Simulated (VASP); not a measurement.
## Geometry relaxation of NbAs (part 1 of 3)

NbAs (I4₁md, 4 atoms in the cell), computed with Kohn-Sham DFT of a periodic cell, PBE, VASP PAW PBE potentials, recommended, no spin polarisation (VASP 6.6.1).

The structure derives from an entry of the Crystallography Open Database.

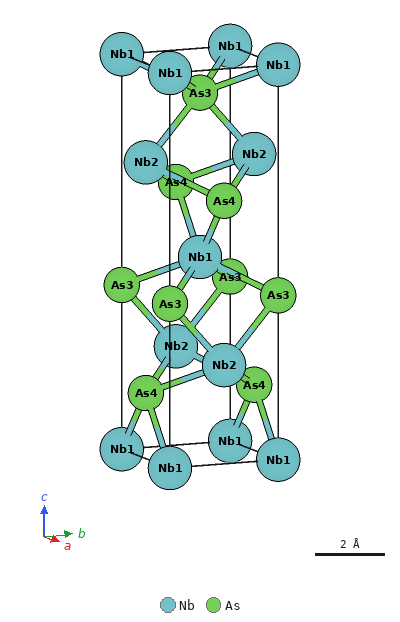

**Figure 1.** The input geometry (ball-and-stick view of the cell 2 times as large as that of the calculation, set on its symmetry axes, seen slightly off an axis; atoms are numbered from 1 in the order of the input). Near neighbours in the crystal (not all of them lie inside the picture): Nb has 6 As at 2.60 to 2.63 Å; As has 6 Nb at 2.60 to 2.63 Å.

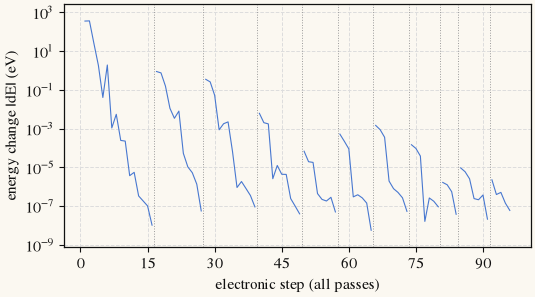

**Figure 2.** Convergence of the self-consistent field: energy change |dE| against the electronic step. Each stretch between dotted lines is the SCF of one geometry step of a relaxation. The 11 ionic steps take 4 to 16 electronic steps each. The density is held fixed in the first few steps, and dE rises again when its update begins.

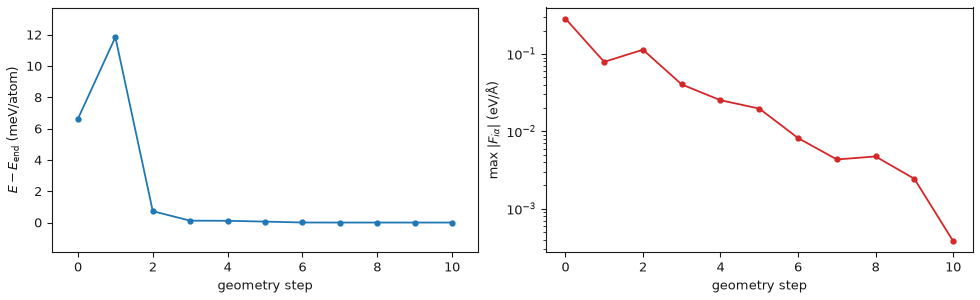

**Figure 3.** Progress of the relaxation, step by step (steps are counted from 0).

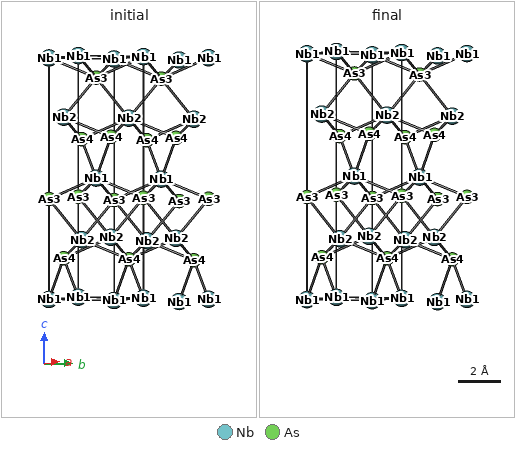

**Figure 4.** Before (left) and after (right) the relaxation, at one scale (ball-and-stick view of the cell 2 times as large as that of the calculation, set on its symmetry axes, repeated 1 × 2 × 1, seen at an oblique angle). The largest moves relative to the cell, 0.008 Å, are those of Nb1, Nb2, As3 and As4. Largest moves by element: Nb 0.008 Å, As 0.008 Å. Cell: a = b 3.452 → 3.461 Å (+0.3 %), c 11.680 → 11.888 Å (+1.8 %). Volume +2.3 %. Among the contacts that change: Nb1–As4 2.596 → 2.637 Å, Nb1–As3 2.631 → 2.637 Å. The space group stays I4_1md (No. 109). Over 10 geometry steps the energy falls by 6.6 meV per atom. The largest force component goes from 0.29 to 0.00038 eV/Å. (Atoms are counted from 1 in the order of the input.)

The input that produced these results follows, with the program's output.

**INCAR**
```
PREC     = Accurate       # precision mode
ENCUT    = 520            # plane-wave cutoff, eV
EDIFF    = 1E-7           # SCF threshold, eV
ISMEAR   = 0              # smearing method
SIGMA    = 0.1            # smearing width, eV
LREAL    = False          # projectors in reciprocal space
LASPH    = True           # aspherical terms in the spheres
NELM     = 100            # most SCF steps
ALGO     = Normal         # electronic algorithm
ISIF     = 3              # what is computed and relaxed
LWAVE    = False          # write WAVECAR
LCHARG   = False          # write CHGCAR
GGA      = PE             # functional
IBRION   = 2              # ionic algorithm
NSW      = 80             # ionic steps
EDIFFG   = -0.002         # ionic threshold
```

**KPOINTS**
```
Automatic mesh
0
Gamma
  4 4 4
```

**POSCAR**
```
NbAs
1.0
   -1.7258500000      1.7258500000      5.8400000000
    1.7258500000     -1.7258500000      5.8400000000
    1.7258500000      1.7258500000     -5.8400000000
Nb As
2 2
Direct
    0.0000000000      0.0000000000      0.0000000000
    0.7500000000      0.2500000000      0.5000000000
    0.4160000000      0.4160000000      0.0000000000
    0.1660000000      0.6660000000      0.5000000000
```

Command:
```bash
cat potpaw_PBE.64/Nb_sv/POTCAR potpaw_PBE.64/As/POTCAR > POTCAR
mpirun -np 1 vasp_std > vasp.out
```

**OSZICAR**
```
N       E                     dE             d eps       ncg     rms          rms(c)
DAV:   1     0.356522263955E+03    0.35652E+03   -0.18734E+04   572   0.160E+03
DAV:   2    -0.741494898161E+01   -0.36394E+03   -0.35888E+03   716   0.568E+02
DAV:   3    -0.324065635119E+02   -0.24992E+02   -0.24481E+02   984   0.116E+02
DAV:   4    -0.342555254137E+02   -0.18490E+01   -0.18415E+01   900   0.264E+01
DAV:   5    -0.342961684220E+02   -0.40643E-01   -0.40586E-01   948   0.397E+00    0.110E+01
DAV:   6    -0.323687245297E+02    0.19274E+01   -0.10594E+01   864   0.213E+01    0.313E+00
DAV:   7    -0.323698145666E+02   -0.10900E-02   -0.46520E-01   940   0.407E+00    0.195E+00
DAV:   8    -0.323643147893E+02    0.54998E-02   -0.67188E-02   848   0.170E+00    0.422E-01
DAV:   9    -0.323645618210E+02   -0.24703E-03   -0.10528E-02  1072   0.829E-01    0.255E-01
DAV:  10    -0.323647903743E+02   -0.22855E-03   -0.14789E-03   800   0.371E-01    0.204E-02
DAV:  11    -0.323647866163E+02    0.37580E-05   -0.14154E-04   968   0.845E-02    0.145E-02
DAV:  12    -0.323647810368E+02    0.55796E-05   -0.18883E-05   896   0.409E-02    0.487E-03
DAV:  13    -0.323647806994E+02    0.33741E-06   -0.24600E-06   976   0.967E-03    0.167E-03
DAV:  14    -0.323647805123E+02    0.18706E-06   -0.51930E-07   720   0.632E-03    0.758E-04
DAV:  15    -0.323647806151E+02   -0.10281E-06   -0.66597E-08   520   0.291E-03    0.371E-04
DAV:  16    -0.323647806256E+02   -0.10484E-07   -0.12580E-08   514   0.121E-03
   1 F= -.32364781E+02 E0= -.32355036E+02  d E =-.323648E+02
       N       E                     dE             d eps       ncg     rms          rms(c)
DAV:   1    -0.332547087833E+02   -0.88993E+00   -0.34014E+01   736   0.687E+01    0.648E+00
DAV:   2    -0.325001769878E+02    0.75453E+00   -0.51502E+00   832   0.209E+01    0.271E+00
DAV:   3    -0.323437290948E+02    0.15645E+00   -0.25642E-01   860   0.422E+00    0.109E+00
DAV:   4    -0.323324673969E+02    0.11262E-01   -0.27516E-01  1016   0.287E+00    0.744E-01
DAV:   5    -0.323358931264E+02   -0.34257E-02   -0.85263E-03   724   0.713E-01    0.500E-01
DAV:   6    -0.323439646569E+02   -0.80715E-02   -0.17763E-02  1022   0.968E-01    0.997E-02
DAV:   7    -0.323439114873E+02    0.53170E-04   -0.10295E-03   814   0.284E-01    0.305E-02
DAV:   8    -0.323439221498E+02   -0.10663E-04   -0.35579E-05   988   0.434E-02    0.145E-02
DAV:   9    -0.323439274925E+02   -0.53427E-05   -0.91050E-06   992   0.251E-02    0.738E-03
DAV:  10    -0.323439261246E+02    0.13679E-05   -0.17699E-06   840   0.145E-02    0.177E-03
DAV:  11    -0.323439260678E+02    0.56779E-07   -0.33995E-07   716   0.299E-03
   2 F= -.32343926E+02 E0= -.32334293E+02  d E =0.208546E-01
       N       E                     dE             d eps       ncg     rms          rms(c)
DAV:   1    -0.326965515950E+02   -0.35263E+00   -0.11576E+01   728   0.403E+01    0.415E+00
DAV:   2    -0.324379805386E+02    0.25857E+00   -0.14191E+00   818   0.121E+01    0.158E+00
DAV:   3    -0.323853055316E+02    0.52675E-01   -0.12662E-01  1000   0.305E+00    0.630E-01
DAV:   4    -0.323844322715E+02    0.87326E-03   -0.63057E-02  1072   0.120E+00    0.338E-01
DAV:   5    -0.323862308565E+02   -0.17986E-02   -0.29941E-03   834   0.423E-01    0.254E-01
DAV:   6    -0.323884681536E+02   -0.22373E-02   -0.61419E-03  1016   0.512E-01    0.499E-02
DAV:   7    -0.323884040469E+02    0.64107E-04   -0.66534E-04   864   0.145E-01    0.588E-03
DAV:   8    -0.323884031258E+02    0.92105E-06   -0.26399E-05   788   0.431E-02    0.683E-03
DAV:   9    -0.323884012551E+02    0.18707E-05   -0.51294E-06   982   0.177E-02    0.333E-03
DAV:  10    -0.323884020751E+02   -0.82004E-06   -0.25178E-07   504   0.555E-03    0.183E-03
DAV:  11    -0.323884017207E+02    0.35442E-06   -0.45754E-08   478   0.295E-03    0.290E-04
DAV:  12    -0.323884016288E+02    0.91916E-07   -0.11824E-08   472   0.155E-03
   3 F= -.32388402E+02 E0= -.32378665E+02  d E =-.236210E-01
       N       E                     dE             d eps       ncg     rms          rms(c)
DAV:   1    -0.323946001774E+02   -0.61985E-02   -0.74775E-01   596   0.841E+00    0.511E-01
DAV:   2    -0.323925652961E+02    0.20349E-02   -0.58274E-02   694   0.223E+00    0.258E-01
DAV:   3    -0.323907995860E+02    0.17657E-02   -0.68645E-03   938   0.752E-01    0.690E-02
DAV:   4    -0.323908022020E+02   -0.26160E-05   -0.59674E-04   732   0.184E-01    0.312E-02
DAV:   5    -0.323908148195E+02   -0.12617E-04   -0.10242E-04  1112   0.663E-02    0.198E-02
DAV:   6    -0.323908192497E+02   -0.44302E-05   -0.50285E-06   814   0.191E-02    0.120E-02
DAV:   7    -0.323908236077E+02   -0.43580E-05   -0.41011E-06  1016   0.140E-02    0.298E-03
DAV:   8    -0.323908238549E+02   -0.24727E-06   -0.19548E-07   528   0.407E-03    0.117E-03
DAV:   9    -0.323908239557E+02   -0.10076E-06   -0.71489E-08   454   0.258E-03    0.286E-04
DAV:  10    -0.323908239155E+02    0.40193E-07   -0.18632E-08   430   0.196E-03
   4 F= -.32390824E+02 E0= -.32381337E+02  d E =-.242229E-02
       N       E                     dE             d eps       ncg     rms          rms(c)
DAV:   1    -0.323908924387E+02   -0.68483E-04   -0.72569E-03   602   0.834E-01    0.506E-02
DAV:   2    -0.323908727521E+02    0.19687E-04   -0.56886E-04   694   0.221E-01    0.256E-02
DAV:   3    -0.323908546028E+02    0.18149E-04   -0.68144E-05   930   0.757E-02    0.676E-03
DAV:   4    -0.323908541562E+02    0.44658E-06   -0.59177E-06   738   0.185E-02    0.305E-03
DAV:   5    -0.323908539321E+02    0.22413E-06   -0.96581E-07  1044   0.642E-03    0.188E-03
DAV:   6    -0.323908537472E+02    0.18493E-06   -0.49621E-08   436   0.210E-03    0.125E-03
DAV:   7    -0.323908534599E+02    0.28728E-06   -0.41310E-08   388   0.198E-03    0.411E-04
DAV:   8    -0.323908535104E+02   -0.50512E-07   -0.16133E-08   358   0.163E-03
   5 F= -.32390854E+02 E0= -.32381342E+02  d E =-.245188E-02
       N       E                     dE             d eps       ncg     rms          rms(c)
DAV:   1    -0.323913774358E+02   -0.52398E-03   -0.27480E-02   578   0.157E+00    0.111E-01
DAV:   2    -0.323911543853E+02    0.22305E-03   -0.18690E-03   686   0.385E-01    0.577E-02
DAV:   3    -0.323910637558E+02    0.90630E-04   -0.30726E-04   938   0.147E-01    0.118E-02
DAV:   4    -0.323910640586E+02   -0.30280E-06   -0.23979E-05   724   0.377E-02    0.588E-03
DAV:   5    -0.323910636705E+02    0.38811E-06   -0.27074E-06  1080   0.134E-02    0.250E-03
DAV:   6    -0.323910634021E+02    0.26834E-06   -0.11023E-07   484   0.274E-03    0.105E-03
DAV:   7    -0.323910632579E+02    0.14427E-06   -0.24188E-08   472   0.183E-03    0.347E-04
DAV:   8    -0.323910632521E+02    0.57271E-08   -0.60083E-09   418   0.115E-03
   6 F= -.32391063E+02 E0= -.32381648E+02  d E =-.209742E-03
       N       E                     dE             d eps       ncg     rms          rms(c)
DAV:   1    -0.323925394514E+02   -0.14762E-02   -0.10771E-01   578   0.311E+00    0.221E-01
DAV:   2    -0.323916502006E+02    0.88925E-03   -0.73495E-03   686   0.763E-01    0.115E-01
DAV:   3    -0.323912897373E+02    0.36046E-03   -0.12150E-03   930   0.292E-01    0.234E-02
DAV:   4    -0.323912917104E+02   -0.19732E-05   -0.95194E-05   732   0.750E-02    0.116E-02
DAV:   5    -0.323912909081E+02    0.80233E-06   -0.10536E-05  1092   0.263E-02    0.485E-03
DAV:   6    -0.323912903963E+02    0.51185E-06   -0.49256E-07   658   0.547E-03    0.194E-03
DAV:   7    -0.323912901258E+02    0.27048E-06   -0.68487E-08   502   0.302E-03    0.558E-04
DAV:   8    -0.323912900718E+02    0.54032E-07   -0.19438E-08   466   0.208E-03
   7 F= -.32391290E+02 E0= -.32382063E+02  d E =-.436561E-03
       N       E                     dE             d eps       ncg     rms          rms(c)
DAV:   1    -0.323914383466E+02   -0.14822E-03   -0.11552E-02   578   0.102E+00    0.724E-02
DAV:   2    -0.323913429308E+02    0.95416E-04   -0.79087E-04   686   0.251E-01    0.377E-02
DAV:   3    -0.323913042784E+02    0.38652E-04   -0.13181E-04   938   0.963E-02    0.770E-03
DAV:   4    -0.323913042620E+02    0.16390E-07   -0.10392E-05   730   0.248E-02    0.381E-03
DAV:   5    -0.323913039970E+02    0.26498E-06   -0.11267E-06   962   0.867E-03    0.159E-03
DAV:   6    -0.323913038175E+02    0.17951E-06   -0.57385E-08   484   0.201E-03    0.669E-04
DAV:   7    -0.323913037246E+02    0.92909E-07   -0.12263E-08   442   0.131E-03
   8 F= -.32391304E+02 E0= -.32382133E+02  d E =-.450214E-03
       N       E                     dE             d eps       ncg     rms          rms(c)
DAV:   1    -0.323913054994E+02   -0.16819E-05   -0.14379E-04   578   0.114E-01    0.810E-03
DAV:   2    -0.323913042297E+02    0.12697E-05   -0.98779E-06   692   0.280E-02    0.423E-03
DAV:   3    -0.323913036714E+02    0.55826E-06   -0.16362E-06   858   0.108E-02    0.865E-04
DAV:   4    -0.323913037096E+02   -0.38207E-07   -0.11671E-07   406   0.289E-03
   9 F= -.32391304E+02 E0= -.32382127E+02  d E =-.450199E-03
       N       E                     dE             d eps       ncg     rms          rms(c)
DAV:   1    -0.323913131440E+02   -0.94726E-05   -0.15988E-03   674   0.404E-01    0.254E-02
DAV:   2    -0.323913071566E+02    0.59874E-05   -0.13249E-04   716   0.106E-01    0.107E-02
DAV:   3    -0.323913045734E+02    0.25832E-05   -0.11629E-05   980   0.311E-02    0.424E-03
DAV:   4    -0.323913048202E+02   -0.24681E-06   -0.17849E-06   924   0.849E-03    0.160E-03
DAV:   5    -0.323913050349E+02   -0.21468E-06   -0.19871E-07   490   0.417E-03    0.161E-03
DAV:   6    -0.323913054124E+02   -0.37756E-06   -0.21350E-07   474   0.295E-03    0.537E-04
DAV:   7    -0.323913053910E+02    0.21391E-07   -0.58132E-08   352   0.294E-03
  10 F= -.32391305E+02 E0= -.32382124E+02  d E =-.168140E-05
       N       E                     dE             d eps       ncg     rms          rms(c)
DAV:   1    -0.323913077037E+02   -0.22912E-05   -0.24096E-04   674   0.156E-01    0.990E-03
DAV:   2    -0.323913073040E+02    0.39971E-06   -0.20465E-05   732   0.414E-02    0.429E-03
DAV:   3    -0.323913067895E+02    0.51450E-06   -0.15805E-06   854   0.115E-02    0.161E-03
DAV:   4    -0.323913066452E+02    0.14429E-06   -0.23534E-07   508   0.339E-03    0.471E-04
DAV:   5    -0.323913065849E+02    0.60276E-07   -0.52679E-08   310   0.262E-03
  11 F= -.32391307E+02 E0= -.32382127E+02  d E =-.287526E-05
```

**Parts of OUTCAR**
```
PREC = Accurate
   ENCUT = 520
   EDIFF = 1E-7
   ISMEAR = 0
   LREAL = False
   LASPH = True
   NELM = 100
   ISIF = 3
   GGA = PE
   IBRION = 2
   NSW = 80
   EDIFFG = -0.002

 ion  position               nearest neighbor table
   1  0.000  0.000  0.000-   4 2.60   4 2.60   3 2.63   3 2.63   3 2.63   3 2.63
   2  0.750  0.250  0.500-   3 2.60   3 2.60   4 2.63   4 2.63   4 2.63   4 2.63
   3  0.416  0.416  0.000-   2 2.60   2 2.60   1 2.63   1 2.63   1 2.63   1 2.63
   4  0.166  0.666  0.500-   1 2.60   1 2.60   2 2.63   2 2.63   2 2.63   2 2.63

  LATTYP: Found a body centered tetragonal cell.
 ALAT       =     3.4517000000
 C/A-ratio  =     3.3838398470

  Lattice vectors:

 A1 = (  -1.7258500000,   1.7258500000,   5.8400000000)
 A2 = (   1.7258500000,  -1.7258500000,   5.8400000000)
 A3 = (   1.7258500000,   1.7258500000,  -5.8400000000)

Analysis of symmetry for initial positions (statically):
=====================================================================
 Subroutine PRICEL returns:
 Original cell was already a primitive cell.

 Routine SETGRP: Setting up the symmetry group for a
 body centered tetragonal supercell.

 Subroutine GETGRP returns: Found  8 space group operations
 (whereof  4 operations were pure point group operations)
 out of a pool of 16 trial point group operations.

The static configuration has the point symmetry C_2v.
 The point group associated with its full space group is C_4v.

Analysis of symmetry for dynamics (positions and initial velocities):
=====================================================================
 Subroutine PRICEL returns:
 Original cell was already a primitive cell.

 Routine SETGRP: Setting up the symmetry group for a
 body centered tetragonal supercell.

 Subroutine GETGRP returns: Found  8 space group operations
 (whereof  4 operations were pure point group operations)
 out of a pool of 16 trial point group operations.

The dynamic configuration has the point symmetry C_2v.
 The point group associated with its full space group is C_4v.

 Subroutine INISYM returns: Found  8 space group operations
 (whereof  4 operations are pure point group operations),
 and found     1 'primitive' translations

----------------------------------------------------------------------------------------

                                     Primitive cell

  volume of cell :      69.5791
```
